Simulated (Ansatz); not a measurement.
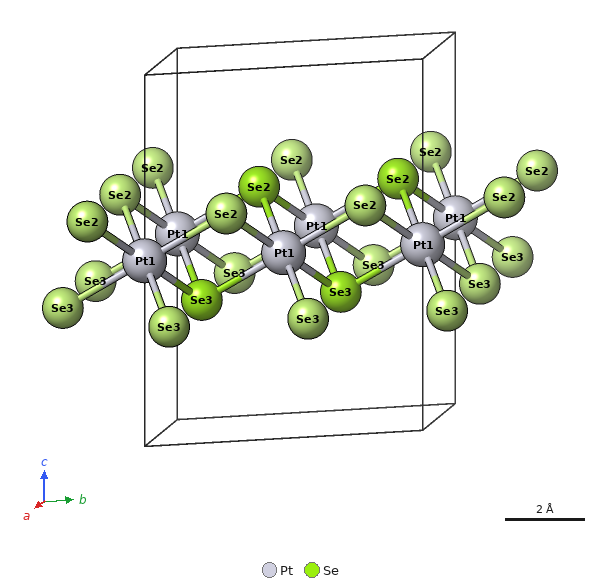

The structure as given in the input (ball-and-stick view of the 1 × 2 repeat of the cell, with the vacuum cut short, seen slightly off an axis; neighbours outside the cell are drawn fainter; atoms are numbered from 1 in the order of the input). Near neighbours in the crystal (not all of them lie inside the picture): Pt has 6 Se at 2.51 Å; Se has 3 Pt at 2.51 Å.

## Single-point calculation of PtSe$_{2}$ (part 1 of 2)

System: PtSe$_{2}$ (slab, 3 atoms in the cell).
Method: DFT, HSE06, plane waves, PAW, no spin polarisation (Ansatz 0.2.0).

The geometry comes from this level: r2SCAN. Figures and captions count atoms from 1; the log counts them from 0 in places.

### Input
```yaml
crystal:
  lattice:
    - [3.7027862523, 0.0, 0.0]
    - [-1.8513931261, 3.2067069593, 0.0]
    - [0.0, 0.0, 30.0620632936]
  atoms:
    - { symbol: Pt, position: [0.0, 0.0, 0.2993806484] }
    - { symbol: Se, position: [0.3333333333, 0.6666666667, 0.3432360092] }
    - { symbol: Se, position: [0.6666666667, 0.3333333333, 0.2555252876] }
  periodic: [true, true, false]
kpoints:
  mp_grid: { grid: [6, 6, 1] }
  band_path:
    path:
      - [0.0, 0.0, 0.0]
      - [0.5, 0.0, 0.0]
      - [0.3333333333, 0.3333333333, 0.0]
      - [-0.083333, 0.041667, 0.0]
      - [0.0, 0.229167, 0.0]
      - [0.2, 0.0, 0.0]
    npoints: 1
hamiltonian:
  xc: hse06
scf:
  occupations: { method: fixed }
  n_extra_bands: 4
output:
  forces: true
  stress: true
  eigenvalues: true
  write_density: true
  write_potential: true
  elf: true
  volumetric_format: npy
```

Machine: 4 threads of Arm Neoverse V1, 24 GiB of memory available, shared host.

Launch command:
```bash
ansatz run input.yaml --threads 4 --pin off --max-ram 5529MiB --backend cpu --events-out ev --progress --plain --runs-dir out
```

### The program's output
```
Warning: output.stress: scf.convergence.dr2_threshold = 1e-7 eV (the SCF's general default) is looser than the 3e-10 eV advised for a printed stress (1e-10 eV for each atom of the cell: 3). What an SCF threshold leaves in a stress goes as its square root, and in the free energy as the threshold itself, and one threshold admits the most on a small cell: of the crystals measured, under no hybrid functional and no lock of the moments, on runs that ended without the residual-converged pass, on stresses that held no estimate of that error, the worst erred by over 100 MPa in a component at 1e-7 eV an atom and by under 5 at 1e-10. Set scf.convergence.dr2_threshold to 3e-10 eV or tighter. The threshold is an SCF's pass mark: one that does not reach it within its budget of iterations ends unconverged, or closes short of it on a stop that the run arms, and scf.convergence.dr2_threshold's page says what that costs each kind of run
Warning: output.stress: scf.exx.energy_threshold = 1e-6 eV is looser than the 3e-8 eV advised for a stress under a hybrid functional (1e-8 eV for each atom of the cell: 3). Every SCF of the exchange loop can meet its threshold on dr2 while the loop round them stops early: no threshold on dr2 bounds what that leaves in the stress. Set scf.exx.energy_threshold to 3e-8 eV or tighter. The threshold is the loop's pass mark: a loop that does not reach it within its budget of cycles ends unconverged, and scf.exx.energy_threshold's page has the law
scf.n_extra_bands = 4 over 25 filled bands (N_el = 50.0): the run solves 29 bands
Engine: ansatz 0.2.0, aarch64-unknown-linux-gnu
Pseudopotentials: kind: paw
Pseudopotential: Pt, paw, valence charge 18, recommended cutoff 420 eV (normal), Pt.paw.azcp
Pseudopotential: Se, paw, valence charge 16, recommended cutoff 420 eV (normal), Se.paw.azcp
Functional definition: HSE06
  parameter a = 0.25
  parameter omega = 0.11/bohr
  exchange = pbe_x - a*pbe_x_sr(omega) + a*exact_x_sr(omega)
  correlation = pbe_c
davidson cushion auto → on  (no smearing: the cushion is to keep the highest requested band from converging to the state above it; pin scf.eigensolver.cushion to override)
Crystal: 3 atoms, lattice volume = 356.949 Å³
Basis set: ecut = 420 eV, 7025 PW (Γ), exchange–correlation on 50×50×432 points (8 copies of the dense FFT grid, shifted against one another)
Bands: 29, of which v1, the nominal top of the filled ones, is band 25 counted from 1 (24 counted from 0)
Symmetry: 12 space group operations
Space group: P-3m1 (ITA 164), of the structure as read, at distance tolerance 7.1e-5 Å
k-points: 7 of 36
Non-local potential: Pt, projectors of the file, l = 0: 3, l = 1: 2, l = 2: 2, l = 3: 1
Non-local potential: Se, projectors of the file, l = 0: 2, l = 1: 2, l = 2: 3, l = 3: 1
PAW form: soft (Blöchl's): semilocal exchange-correlation on the pseudo side does not see the compensation charge
PAW frozen core: Pt, regenerated for the run's functional, and the local potential with it (the file was generated under x = pbe(κ = 0.804, μ = 0.2195149727645171), c = pbe(β = 0.06672455060314922))
PAW frozen core: Se, regenerated for the run's functional, and the local potential with it (the file was generated under x = pbe(κ = 0.804, μ = 0.2195149727645171), c = pbe(β = 0.06672455060314922))
PAW one-centre angular grid: Pt, 590 points (default); XC on 64 Gauss nodes
PAW one-centre angular grid: Se, 590 points (default); XC on 64 Gauss nodes
Initial density: superposition of atomic densities (neutral atoms: chi_scale 0, normalization atom), corrected by the library's trained network
Initial wavefunctions: pseudopotential atomic-orbital guess
Functional: x = pbe(κ = 0.804, μ = 0.2195149727645171), c = pbe(β = 0.06672455060314922), warm-up for x = pbe(κ = 0.804, μ = 0.2195149727645171) + 0.25 (exact − pbe) at short range (hse, ω = 0.20786987370883472 Å⁻¹), c = pbe(β = 0.06672455060314922); HSE06 as pw.x's `hse` composes it (authors' and Libxc's form: `xc: wpbeh`)
SCF iter   1: F=—  HF=-23462.352956 eV  |F-HF|=—  |Δ(HF+E_count)|=         —  Δρ=2.45e-3  dr2=2.69e-2  ethr=1.77e-3  ⟨swp⟩=16.1  Hψ=973  notcnv=2
preconditioner: auto → none  [insulator: Δε(μ)=1.693 eV  Ē_g=8.796 eV  n_scr=24 (ndim 8)  ℏωp=9.2 eV  f_vac=0.791]
SCF iter   2: F=—  HF=-23462.359702 eV  |F-HF|=—  |Δ(HF+E_count)|=   6.75e-3  Δρ=2.70e-3  dr2=5.72e-2  ethr=5.39e-5  ⟨swp⟩=5.4  Hψ=625  notcnv=0  defer=5
iter 3 solved again at ethr=1.28e-6 eV; its pass at ethr=5.39e-5 eV (dr2=6.42e-4 eV) is discarded
SCF iter   3: F=—  HF=-23462.349674 eV  |F-HF|=—  |Δ(HF+E_count)|=   1.00e-2  Δρ=4.45e-4  dr2=6.53e-4  ethr=1.28e-6  ⟨swp⟩=4.3  Hψ=1047  notcnv=0  defer=3
SCF iter   4: F=-23462.349812 eV  HF=-23462.349774 eV  |F-HF|=3.75e-5  |Δ(HF+E_count)|=   1.00e-4  Δρ=1.24e-4  dr2=2.55e-5  ethr=1.28e-6  ⟨swp⟩=4.1  Hψ=511  notcnv=0  defer=9
SCF 1 stopped early in 4 iterations: F = -23462.349812 eV  dr2 = 2.55e-5
  greatest PAW one-centre occupation: 1.000 electrons in one spin orbital (limit 2), on the Pt atom at site 0 (counted from 0), in its partial waves of l = 0
Initial density: handed on by an earlier stage of this run
Initial wavefunctions: those handed on with the density
Functional: x = pbe(κ = 0.804, μ = 0.2195149727645171) + 0.25 (exact − pbe) at short range (hse, ω = 0.20786987370883472 Å⁻¹), c = pbe(β = 0.06672455060314922); HSE06 as pw.x's `hse` composes it (authors' and Libxc's form: `xc: wpbeh`)
Exchange kernel: α = 0.2500, screened, ω = 0.2079 Å⁻¹, Wigner–Seitz truncation, v(0) = 1046.4895 eV·Å³, q-mesh 6×6×1, nearest image of the exchange supercell L = 22.22 Å, pair-density grid 24×24×216, without the augmentation charges, whose exchange is taken in its separable form by FFT convolution over the k-point mesh (the finest that the files' search goes to), smooth part of the exact exchange by density-matrix convolution
Frozen-core exchange: fock
SCF iter   1: F=—  HF=-23467.597632 eV  |F-HF|=—  |Δ(HF+E_count)|=         —  Δρ=2.84e-3  dr2=1.07e-2  ethr=5.11e-7  ⟨swp⟩=14.6  Hψ=1174  notcnv=0
preconditioner: auto → none  [insulator: Δε(μ)=2.153 eV  Ē_g=10.163 eV  n_scr=24 (ndim 8)  ℏωp=9.2 eV  f_vac=0.791]
SCF iter   2: F=—  HF=-23467.587743 eV  |F-HF|=—  |Δ(HF+E_count)|=   9.89e-3  Δρ=1.36e-3  dr2=2.47e-3  ethr=5.11e-7  ⟨swp⟩=4.7  Hψ=822  notcnv=0  defer=1
SCF iter   3: F=—  HF=-23467.587270 eV  |F-HF|=—  |Δ(HF+E_count)|=   4.74e-4  Δρ=3.95e-4  dr2=1.47e-3  ethr=5.11e-7  ⟨swp⟩=3.9  Hψ=660  notcnv=0  defer=1
SCF iter   4: F=—  HF=-23467.601693 eV  |F-HF|=—  |Δ(HF+E_count)|=   1.44e-2  Δρ=5.26e-4  dr2=3.25e-4  ethr=2.98e-7  ⟨swp⟩=5.7  Hψ=847  notcnv=0  defer=5
SCF iter   5: F=—  HF=-23467.601590 eV  |F-HF|=—  |Δ(HF+E_count)|=   1.03e-4  Δρ=7.85e-5  dr2=6.59e-5  ethr=2.98e-7  ⟨swp⟩=3.3  Hψ=586  notcnv=0
SCF iter   6: F=—  HF=-23467.601986 eV  |F-HF|=—  |Δ(HF+E_count)|=   3.97e-4  Δρ=1.02e-4  dr2=1.58e-5  ethr=1.49e-8  ⟨swp⟩=5.7  Hψ=776  notcnv=0  defer=4
SCF iter   7: F=-23467.601982 eV  HF=-23467.601982 eV  |F-HF|=9.30e-8  |Δ(HF+E_count)|=   3.94e-6  Δρ=5.29e-6  dr2=2.14e-6  ethr=1.49e-8  ⟨swp⟩=3.9  Hψ=523  notcnv=0  defer=1
SCF 2 stopped early in 7 iterations: F = -23467.601982 eV  dr2 = 2.14e-6
  Residual-converged pass: ⟨swp⟩=4.1  Hψ=799  notcnv=0  max |occ|·‖R‖ = 6.3e-6 eV (tolerance 6.7e-6 eV)  dr2=2.15e-6  dr2_onsite=1.62e-8  max |Δocc| = 0.0e0
hybrid outer 1: dexx = +1.791e-2 eV, tail = 1.68e-4 eV
Exchange kernel: α = 0.2500, screened, ω = 0.2079 Å⁻¹, Wigner–Seitz truncation, v(0) = 1046.4895 eV·Å³, q-mesh 6×6×1, nearest image of the exchange supercell L = 22.22 Å, pair-density grid 24×24×216, without the augmentation charges, whose exchange is taken in its separable form by FFT convolution over the k-point mesh (the finest that the files' search goes to), smooth part of the exact exchange by density-matrix convolution
Frozen-core exchange: fock
SCF iter   1: F=—  HF=-23467.602461 eV  |F-HF|=—  |Δ(HF+E_count)|=         —  Δρ=4.48e-5  dr2=2.19e-6  ethr=1.68e-6  ⟨swp⟩=4.0  Hψ=469  notcnv=0
preconditioner: auto → none  [insulator: Δε(μ)=2.214 eV  Ē_g=10.179 eV  n_scr=24 (ndim 8)  ℏωp=9.2 eV  f_vac=0.792]
SCF iter   2: F=—  HF=-23467.602464 eV  |F-HF|=—  |Δ(HF+E_count)|=   3.58e-6  Δρ=1.53e-5  dr2=5.55e-7  ethr=3.86e-9  ⟨swp⟩=4.7  Hψ=805  notcnv=0
SCF iter   3: F=—  HF=-23467.602466 eV  |F-HF|=—  |Δ(HF+E_count)|=   1.86e-6  Δρ=7.62e-6  dr2=1.25e-7  ethr=5.10e-10  ⟨swp⟩=5.0  Hψ=685  notcnv=0  defer=7
SCF iter   4: F=—  HF=-23467.602466 eV  |F-HF|=—  |Δ(HF+E_count)|=   2.25e-8  Δρ=1.76e-6  dr2=2.16e-8  ethr=1.90e-10  ⟨swp⟩=4.0  Hψ=541  notcnv=0  defer=7
SCF iter   5: F=—  HF=-23467.602466 eV  |F-HF|=—  |Δ(HF+E_count)|=   7.60e-8  Δρ=2.11e-6  dr2=2.79e-8  ethr=1.59e-11  ⟨swp⟩=5.6  Hψ=714  notcnv=0  defer=9
SCF iter   6: F=—  HF=-23467.602466 eV  |F-HF|=—  |Δ(HF+E_count)|=   6.80e-9  Δρ=7.37e-7  dr2=2.52e-9  ethr=1.59e-11  ⟨swp⟩=3.9  Hψ=548  notcnv=0  defer=3
SCF iter   7: F=-23467.602466 eV  HF=-23467.602466 eV  |F-HF|=1.16e-10  |Δ(HF+E_count)|=   2.60e-9  Δρ=3.57e-7  dr2=2.42e-10  ethr=4.08e-12  ⟨swp⟩=4.6  Hψ=642  notcnv=0  defer=9
SCF 3 converged in 7 iterations: F = -23467.602466 eV  dr2 = 2.42e-10
  Residual-converged pass: ⟨swp⟩=4.1  Hψ=512  notcnv=0  max |occ|·‖R‖ = 5.0e-7 eV (tolerance 5.4e-7 eV)  dr2=2.40e-10  dr2_onsite=2.12e-11  max |Δocc| = 0.0e0
hybrid outer 2: dexx = +3.132e-6 eV, tail = 9.46e-8 eV, Δε = 3.10e-3 eV (about 1.16e-4 eV left of the loop's levels), ΔF = 6.33e-3 eV/Å (tail 1.45e-3)
Exchange kernel: α = 0.2500, screened, ω = 0.2079 Å⁻¹, Wigner–Seitz truncation, v(0) = 1046.4895 eV·Å³, q-mesh 6×6×1, nearest image of the exchange supercell L = 22.22 Å, pair-density grid 24×24×216, without the augmentation charges, whose exchange is taken in its separable form by FFT convolution over the k-point mesh (the finest that the files' search goes to), smooth part of the exact exchange by density-matrix convolution
Frozen-core exchange: fock
SCF iter   1: F=—  HF=-23467.602467 eV  |F-HF|=—  |Δ(HF+E_count)|=         —  Δρ=2.06e-6  dr2=3.60e-9  ethr=9.46e-10  ⟨swp⟩=5.1  Hψ=484  notcnv=0
preconditioner: auto → none  [insulator: Δε(μ)=2.215 eV  Ē_g=10.180 eV  n_scr=24 (ndim 8)  ℏωp=9.2 eV  f_vac=0.792]
SCF iter   2: F=-23467.602467 eV  HF=-23467.602467 eV  |F-HF|=2.33e-10  |Δ(HF+E_count)|=   1.12e-9  Δρ=3.93e-7  dr2=5.49e-10  ethr=6.80e-12  ⟨swp⟩=4.6  Hψ=745  notcnv=0
SCF 4 converged in 2 iterations: F = -23467.602467 eV  dr2 = 5.49e-10
  Residual-converged pass: ⟨swp⟩=2.9  Hψ=412  notcnv=0  max |occ|·‖R‖ = 1.4e-6 eV (tolerance 1.4e-6 eV)  dr2=5.49e-10  dr2_onsite=2.03e-10  max |Δocc| = 0.0e0
```

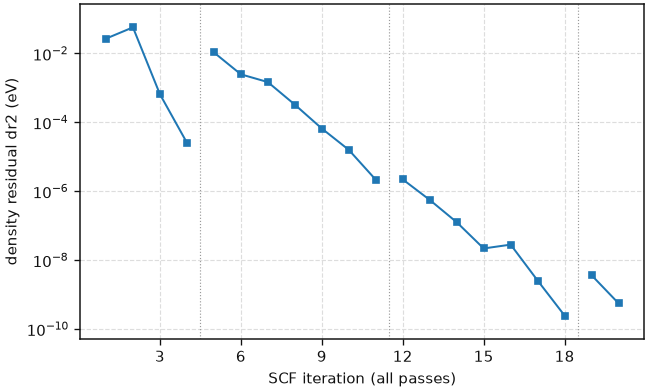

Convergence of the self-consistent field: density residual dr2 against the SCF iteration. The run starts with a semilocal functional; after that each stretch between dotted lines is one SCF of the hybrid functional between two exact rebuilds of the exchange operator by the outer loop. Early passes are stopped at a loose threshold. The passes take 4, 7, 7 and 2 iterations.

```
hybrid outer 3: dexx = +2.091e-9 eV, tail = 1.54e-9 eV, Δε = 1.19e-4 eV (about 2.31e-5 eV left of the loop's levels), ΔF = 3.93e-4 eV/Å (tail 2.52e-4)
NSCF: frozen V_eff on 6 k-points
hybrid SCF converged: 3 outer / 16 inner (+4 warm-up), last move |dexx| = 2.09e-9 eV, tail = 1.54e-9 eV
Stability not checked: this state was not tested for a lower state beside it, because the functional holds exact exchange (a hybrid, or Hartree-Fock), whose exchange loop this test does not read (fock_operator; see scf.lower_state_search)
Free energy (F): -23467.602467 eV
Frozen-core exchange: fock
Harris-Foulkes:  -23467.602467 eV  (|F-HF|=2.33e-10)
Internal energy: -23467.602467 eV  (E = F + TS)
E sigma→0 (E₀):  -23467.602467 eV
Fermi energy:    -6.125235 eV
```
